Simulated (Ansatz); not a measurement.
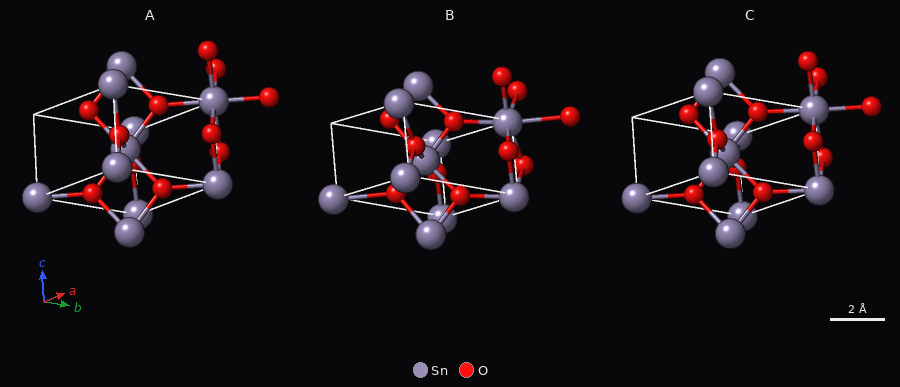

3 geometries from one relaxation of crystalline SnO₂ (set up in P1), in shuffled order. A ball-and-stick model of the cell of the calculation, seen from a free direction.

Case: all atoms moved at random, sigma 0.15 Å for each component, cell strained at random, sigma 0.06; relaxed back.

Theory: DFT PBE, scalar-relativistic, plane waves, PAW (Ansatz 0.2.0). Set-up: plane-wave cutoff 420 eV; k-point mesh 6 × 6 × 8; occupations gaussian; smearing width 0.05 eV; no spin polarisation; cell and atoms relaxed; force threshold 0.01 eV/Å; at most 80 steps.

Question: Put them in the order of the run, from the start to the converged end.

Answer: B, C, A. They are steps 0, 2, 11, at +713 meV per atom, +84.5 meV per atom relative to the last. After 8 accepted moves (11 points after the start) the energy has fallen by 713 meV per atom. Largest force component: 9.6 eV/Å at the start, 0.00035 eV/Å at the end. Pressure: 35.97 GPa at the start and 0.00 GPa at the end. At 3 points the geometry stayed and the basis and grid were re-selected for the new cell (energy shift of 17.5 meV per atom at most each time). An O atom moves most relative to the cell: 0.23 Å roughly along [−1 0 −1]. Largest moves by element: O 0.23 Å, Sn 0.18 Å. Cell: a 4.634 → 4.826 Å (+4.1 %), b 5.404 → 4.829 Å (−10.6 %), c 2.959 → 3.238 Å (+9.4 %), α 88.8° → 90.0°, β 97.9° → 90.0°, γ 95.3° → 90.0°. Volume +3.2 %. Near-neighbour distances that change, for instance: O–Sn 2.523 → 2.093 Å, O–Sn 1.668 → 2.089 Å, O–Sn 2.402 → 2.089 Å, O–Sn 2.369 → 2.093 Å. Among the angles between lasting bonds that change: O–Sn–O 108.7° → 90.0°, Sn–O–Sn 83.4° → 101.6°, O–Sn–O 83.4° → 101.6°. The space group (tolerance 0.01 Å) goes from P1 (No. 1) to P4_2/mnm (No. 136).
